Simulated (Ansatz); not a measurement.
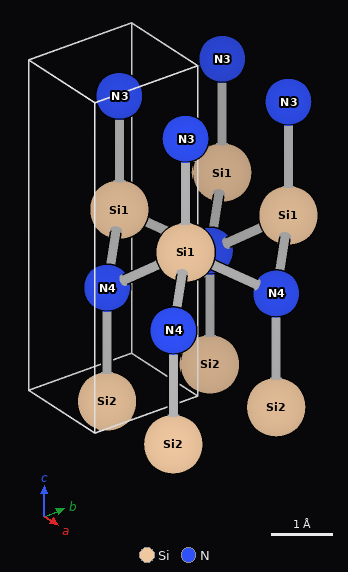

Starting structure of solid SiN (a generated structure, set up in P6_3mc). The picture is a ball-and-stick view of the cell of the calculation, repeated 2 × 2 × 1 with one cell outlined, seen slightly off an axis.

Case: C → N on all its sites, cell and atoms relaxed.

These are results of Ansatz 0.2.0, DFT PBE, scalar-relativistic, plane waves, PAW, not measurements.

The input:
```yaml
crystal:
  lattice:
    - [2.8336637505, 0.0, 0.0]
    - [-1.4168318752, 2.4540247937, 0.0]
    - [0.0, 0.0, 5.70938924]
  atoms:
    - { symbol: Si, position: [0.3333333333, 0.6666666667, 0.5153022762] }
    - { symbol: Si, position: [0.6666666667, 0.3333333333, 1.0153022762] }
    - { symbol: "N", position: [0.3333333333, 0.6666666667, 0.8596977238] }
    - { symbol: "N", position: [0.6666666667, 0.3333333333, 0.3596977238] }
basis:
  ecutwfc: 420
kpoints:
  mp_grid: { grid: [18, 18, 8] }
hamiltonian:
  xc: pbe
scf:
  occupations: { method: gaussian, width: 0.1 }
output:
  forces: true
  stress: true
  eigenvalues: true
relax:
  adjacent_minimum: "off"
  f_tol: 0.01
  max_steps: 60
  cell: { stress_tol: 0.1 }
```

Launched with:
```bash
ansatz run input.yaml --threads 1 --pin off --max-ram 2560MiB --backend cpu --events-out ev --progress --plain --runs-dir out
```

Question: Where does the relaxation end?

Answer: No atom moves by more than 0.005 Å relative to the cell. Cell: a = b 2.834 → 2.837 Å (+0.1 %), c 5.709 → 5.681 Å (−0.5 %). Volume −0.3 %. Among the contacts that change: Si1–N3 1.966 → 1.951 Å. The space group stays P6_3mc (No. 186). Over 4 accepted moves (5 points after the start) the energy falls by 0.2 meV per atom. Largest force component: 0.011 eV/Å at the start, under 0.0001 eV/Å at the end. The pressure goes from −0.03 to −0.01 GPa. The SCF was repeated once at an unchanged geometry on a basis and grid sized afresh for the cell, which shifted the energy by 0.1 meV per atom at most. Cost: 75 s on 1 thread of Intel(R) Xeon(R) Platinum 8259CL CPU @ 2.50GHz (Skylake/Cascade Lake), on a shared host, peak memory 0.47 GiB.

History of the run:

| step | E − E(0), meV/atom | largest force component, eV/Å | pressure, GPa | volume, Å³/atom | note |
| --- | --- | --- | --- | --- | --- |
| 0 | 0.00 | 0.0115 | -0.03 | 9.926 |  |
| 1 | -0.08 | 0.0409 | -0.12 | 9.932 |  |
| 2 | -0.14 | 0.0378 | -0.06 | 9.924 |  |
| 3 | -0.27 | 0.0045 | -0.08 | 9.903 |  |
| 4 | -0.28 | 0.0000 | 0.00 | 9.900 |  |
| 5 | -0.22 | 0.0001 | -0.01 | 9.900 | same geometry, new basis |
